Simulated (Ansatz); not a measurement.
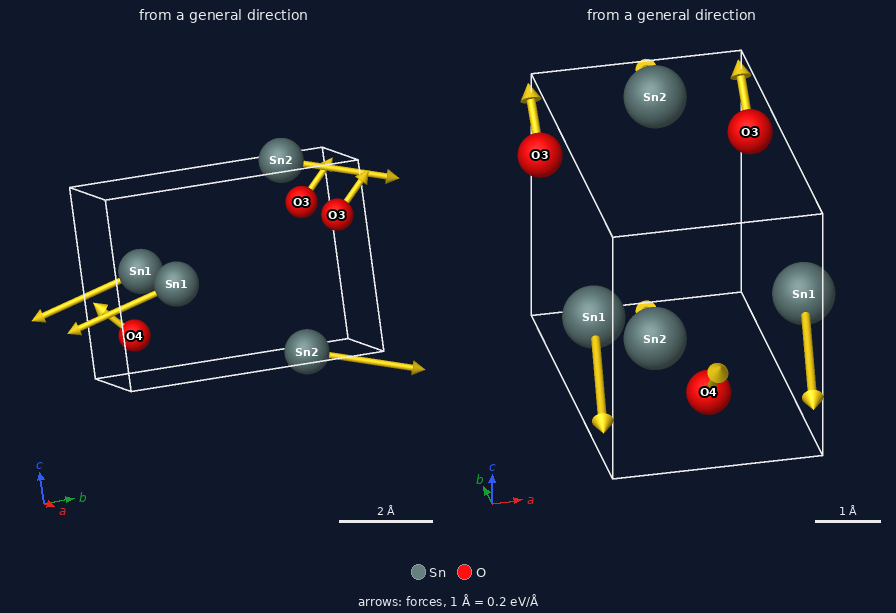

The image is a spheres-only drawing of a crystal, viewed from two general directions. The lines enclose the simulation cell; boundary atoms appear with their images. The arrows are the computed forces on the atoms.

System: SnO. Calculation details: Ansatz 0.2.0, DFT PBEsol, scalar-relativistic, plane waves, PAW; a cutoff energy of 420 eV, an 8×6×6 k-point grid, Gaussian smearing of 0.05 eV, no spin polarisation.

Has this structure been optimised to equilibrium?

No. The atoms still feel forces of up to about 0.43 eV/Å, far above a usual threshold of 0.01 to 0.03 eV/Å.

Which atom feels the largest force?

Sn1 and Sn2, about 0.43 eV/Å.

Mean force by element?

Mean magnitudes: about Sn 0.43 eV/Å, O 0.17 eV/Å.

The starting point was a structure listed in the Materials Project. The cell was then strained or its atoms displaced on purpose. It was run through Ansatz as a DFT input.
